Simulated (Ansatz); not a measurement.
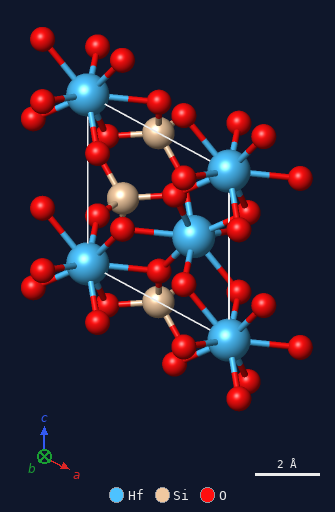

Starting structure of solid HfSiO₄ (set up in I4_1/amd). The picture is a ball-and-stick view of the cell of the calculation, seen along the b axis.

Method: DFT PBE, scalar-relativistic, plane waves, PAW in Ansatz.

Input file:
```yaml
crystal:
  lattice:
    - [-3.28625, 3.28625, 2.9816]
    - [3.28625, -3.28625, 2.9816]
    - [3.28625, 3.28625, -2.9816]
  atoms:
    - { symbol: Hf, position: [0.75, 0.25, 0.5] }
    - { symbol: Hf, position: [0.0, 0.0, 0.0] }
    - { symbol: Si, position: [0.25, 0.75, 0.5] }
    - { symbol: Si, position: [0.5, 0.5, 0.0] }
    - { symbol: O, position: [0.1353, 0.3198, 0.8155] }
    - { symbol: O, position: [0.0698, 0.7543, 0.6845] }
    - { symbol: O, position: [0.5043, 0.3198, 0.1845] }
    - { symbol: O, position: [0.0698, 0.3853, 0.3155] }
    - { symbol: O, position: [0.6147, 0.9302, 0.6845] }
    - { symbol: O, position: [0.6802, 0.8647, 0.1845] }
    - { symbol: O, position: [0.2457, 0.9302, 0.3155] }
    - { symbol: O, position: [0.6802, 0.4957, 0.8155] }
basis:
  ecutwfc: 420
kpoints:
  mp_grid: { grid: [6, 6, 6] }
hamiltonian:
  xc: pbe
scf:
  occupations: { method: gaussian, width: 0.02 }
output:
  forces: true
  stress: true
  eigenvalues: true
  write_density: true
  write_potential: true
  elf: true
  volumetric_format: npy
relax:
  adjacent_minimum: "off"
  f_tol: 0.005
  max_steps: 80
  cell: { stress_tol: 0.05 }
```

Run as
```bash
ansatz run input.yaml --threads 4 --pin off --max-ram 10240MiB --backend cpu --events-out ev --progress --plain --runs-dir out
```

Question: What does the optimiser find from here?

Answer: After 6 accepted moves (8 points after the start) the energy has fallen by 7.7 meV per atom. Largest force component: 0.27 eV/Å at the start, 0.00074 eV/Å at the end. The pressure goes from 7.50 to −0.01 GPa. The SCF was repeated twice at an unchanged geometry on a basis and grid sized afresh for the cell, which shifted the energy by 1.8 meV per atom at most. The largest moves relative to the cell, 0.006 Å, are those of 8 atoms (O5, O6, O7, O8 and others). O7 goes roughly along [−3 −2 −1]. Si and Hf stay in place. Cell: a = b = c 5.522 → 5.579 Å (+1.0 %), γ 114.6° → 114.8°. Volume +3.1 %. Some distances before and after: Hf1–O10 2.115 → 2.139 Å, Si3–O11 1.620 → 1.638 Å, Hf1–O11 2.260 → 2.275 Å. The space group stays I4_1/amd (No. 141).

After the run, drawn alike:

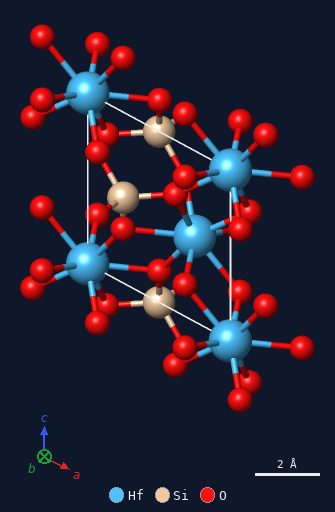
